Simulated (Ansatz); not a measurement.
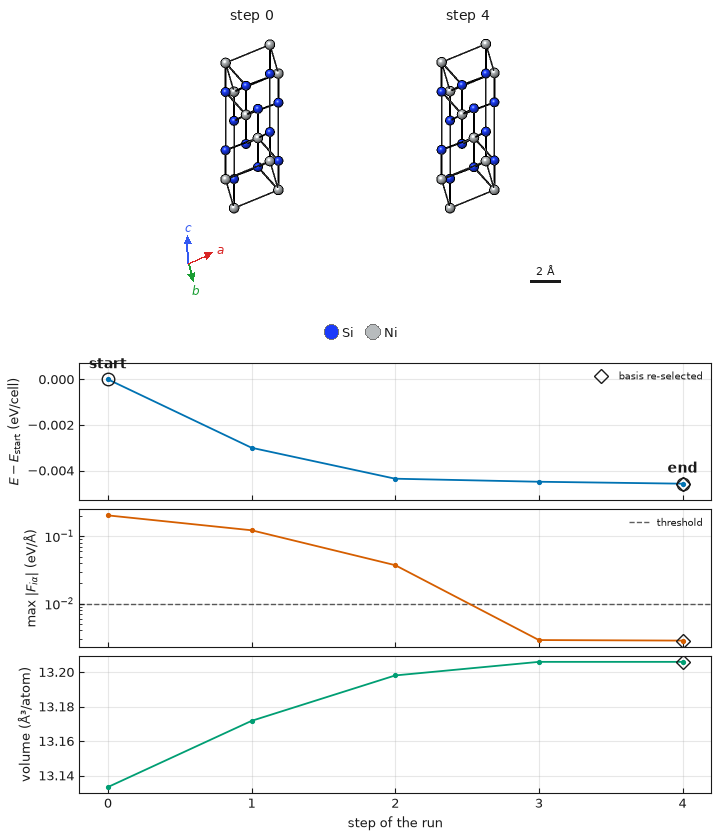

First and last geometry of a relaxation of solid Si2Ni (set up in R-3m), with the history of the run. A ball-and-stick model of the conventional cell (3 times the calculation's cell), seen from a free direction. Lengths and directions refer to the drawn axes.

Case: film's bulk on the substrate's plane, third vector and atoms relaxed.

These are results of DFT r2SCAN, scalar-relativistic, plane waves, PAW in Ansatz 0.2.0, not measurements.

Input
```yaml
crystal:
  lattice:
    - [3.8492788677, 0.0, 0.0]
    - [-1.9246394338, 3.3335732856, 0.0]
    - [-1.9246394338, 1.1111910952, 3.070485831]
  atoms:
    - { symbol: Si, position: [0.25, 0.75, 0.75] }
    - { symbol: Si, position: [0.75, 0.25, 0.25] }
    - { symbol: Ni, position: [0.0, 0.0, 0.0] }
basis:
  ecutwfc: 500
kpoints:
  mp_grid: { grid: [9, 9, 11] }
hamiltonian:
  xc: r2scan
scf:
  occupations: { method: gaussian, width: 0.1 }
output:
  forces: true
  stress: true
  eigenvalues: true
relax:
  adjacent_minimum: "off"
  f_tol: 0.01
  max_steps: 50
  cell: { fix: [a, b, gamma], stress_tol: 0.1 }
```

Launched with:
```bash
ansatz run input.yaml --threads 8 --pin off --max-ram 20480MiB --backend cpu --events-out ev --progress --plain --runs-dir out
```

Read the history and describe the run.

It converged. The largest moves relative to the cell, 0.013 Å, are those of Si1 and Si2. Si1 goes along +c. Ni stays in place. The volume changes by +0.6 %, with a = b unchanged at 3.849 Å, c 9.211 → 9.262 Å (+0.6 %). Near-neighbour distances that change, for instance: Si1–Ni3 2.303 → 2.328 Å. The space group stays R-3m (No. 166). The energy falls by 4.6 meV per cell of the calculation in 3 accepted moves (4 points after the start). The largest force component goes from 0.2 to 0.0028 eV/Å. Pressure: −1.13 GPa at the start and −2.06 GPa at the end. At 1 point the geometry stayed and the basis and grid were re-selected for the new cell (energy shift of 0.1 meV per cell of the calculation at most each time).
